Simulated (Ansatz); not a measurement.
AlO

Input file:

```
crystal:
  lattice:
    - [2.76919, 0.0, 0.0]
    - [0.0, 2.76919, 0.0]
    - [0.0, 0.0, 2.76919]
  atoms:
    - { symbol: Al, position: [0.5, 0.5, 0.5] }
    - { symbol: O, position: [0.0, 0.0, 0.0] }
hamiltonian:
  xc: r2scan
  pseudopotentials: { kind: paw }
  dispersion: d4
kpoints:
  mp_grid: { grid: [10, 10, 10] }
scf:
  occupations: { method: fermi_dirac, width: 0.05 }
output:
  forces: true
  stress: true
  eigenvalues: true
  write_density: true
  write_potential: true
  elf: true
  volumetric_format: npy
relax:
  f_tol: 0.01
  max_steps: 40
  cell: { stress_tol: 0.05 }
```

Command:

```sh
ansatz run input.yaml --threads 2 --pin off --max-ram 5632MiB --backend cpu --events-out ev --progress --plain --runs-dir out
```

Below, planes, directions and counts refer to the conventional cell (a = 2.73 Å, b = 2.73 Å, c = 2.73 Å, α = 90.00°, β = 90.00°, γ = 90.00°).

The fields are those of the run's last geometry, not of the input's.

Space group Pm-3m; a generated structure, not necessarily the stable one.

Theory: Kohn-Sham DFT of a periodic cell, r2SCAN with D4, Ansatz PAW (Ansatz).

Core electrons are frozen (PAW), and the valence fields are smoothed inside the atomic spheres.

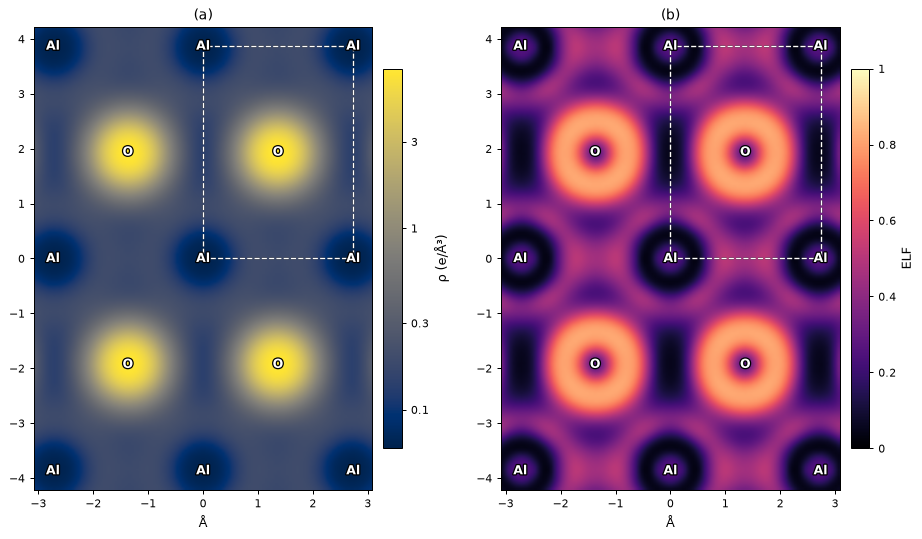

Figure 1. (a) valence pseudo-density; (b) electron localisation function on the (11̄0) plane of the conventional cell.

Question: Read the bonding off the picture.

Answer: The section cuts through Al and O sites.
Al–O (2.37 Å): the density is about 0.26 e/Å³ at the midpoint; the ELF is about 0.40 at the midpoint.
Between the atoms the lowest density in this plane is 0.14 e/Å³.

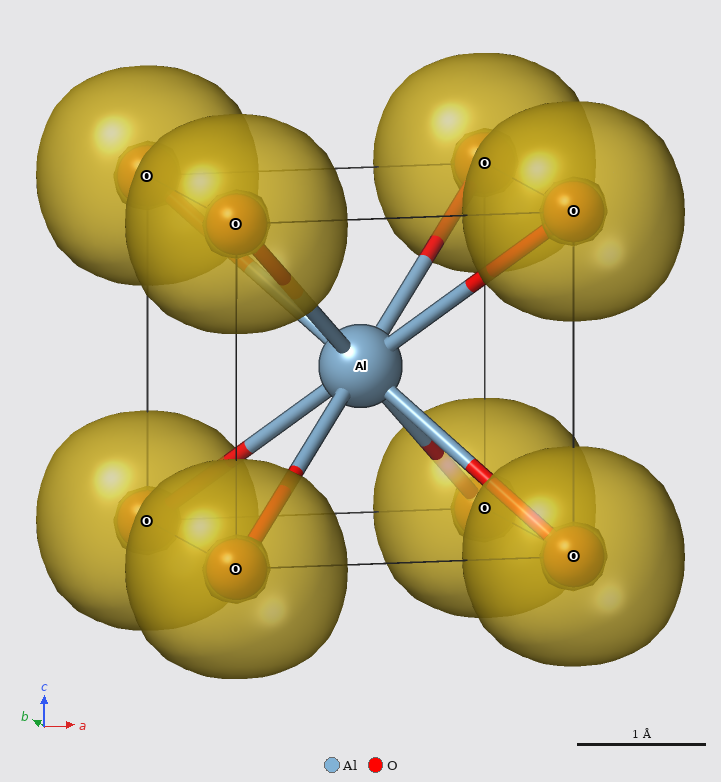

Figure 2. Isosurface of the electron localisation function at 0.6 (yellow), seen slightly off an axis. Only the valence region is drawn (cores and ρ < 0.01 e/Å³ removed). Sticks mark near contacts.

Question: Identify the bonds, lone pairs and shells in this picture.

Answer: The ELF exceeds this value in one region wrapped around O (its valence shell), counted in one cell of 2 atoms. Regions shared between cells count once.

Question: Does the calculation make it a metal, or give it a gap?

Answer: It is gapless in this calculation (a metal or semimetal).
